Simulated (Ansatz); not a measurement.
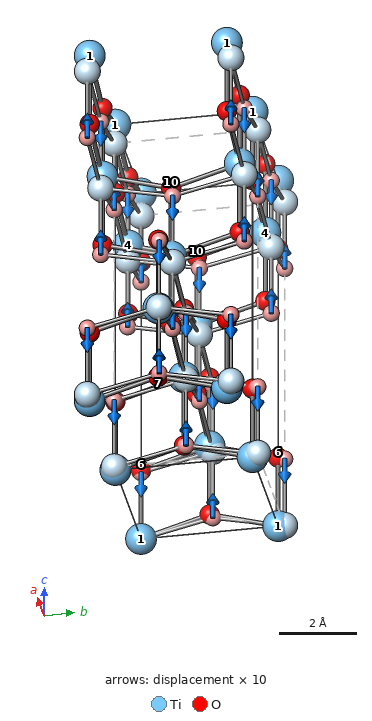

Crystalline TiO₂ (set up in I4_1/amd), drawn pale, and a changed version of it, drawn solid. The blue arrows show how the atoms are displaced (without the part that the change of the cell carries along), magnified 10 times. The picture is a ball-and-stick view of the cell of the calculation, repeated 2 × 1 × 1 with one cell outlined, seen from a free direction.

Method: DFT PBE+U, scalar-relativistic, plane waves, PAW (Ansatz 0.2.0). Set-up: plane-wave cutoff 420 eV; k-point mesh 6 × 6 × 4; occupations gaussian; smearing width 0.02 eV; U Ti 4.0 eV; no spin polarisation.

**Describe the change and its computed effect.**

Biaxial strain in the a–b plane, −4.5 %, is applied. The c axis and the atoms are relaxed. The drawn cell changes as follows: a = b 3.818 → 3.646 Å (−4.5 %), c 9.775 → 10.443 Å (+6.8 %); the volume changes by −2.6 %. The largest moves relative to the cell, 0.076 Å, are those of O atoms. Ti stays in place. Some distances before and after: O–Ti 2.007 → 2.068 Å, O–Ti 1.958 → 1.902 Å. The space group stays I4_1/amd (No. 141). Energy change: +43.4 meV per atom. The pressure goes from 0.0 to 8.6 GPa. The principal stresses (compression positive) are 0.0 GPa along c and 12.8 GPa across it. The gap on the k-mesh: 2.68 eV before, 3.03 eV after.
